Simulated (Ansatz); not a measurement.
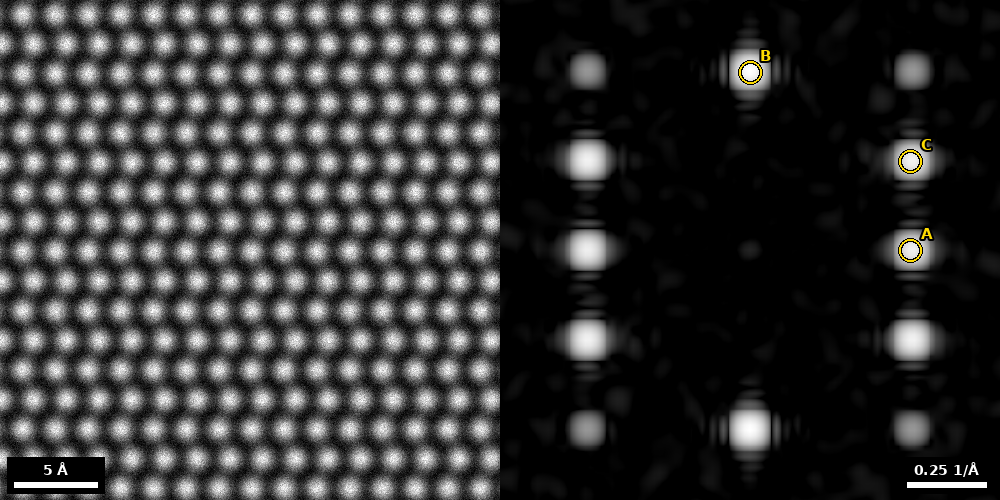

HAADF-like image of a crystal. Simulated incoherent Z contrast: every atom adds Z^1.7 spread by a probe of 1.30 Å full width; channelling and multiple scattering are left out. Shot noise was added.

The right panel is the modulus of the image's Fourier transform on a logarithmic scale.

Question: Which lattice spacings do the marked spots stand for, and what angle do A and B enclose?

Answer: A: 2.0 Å, B: 1.8 Å, C: 1.7 Å; A and B enclose about 90°.

The crystal is Be (P6_3/mmc, No. 194) along [100]; the spots are (0 -1 0), (0 0 -2) and (0 -1 -1). Model: the geometry relaxed at fixed volume with DFT r2SCAN, scalar-relativistic, plane waves, PAW (Ansatz).
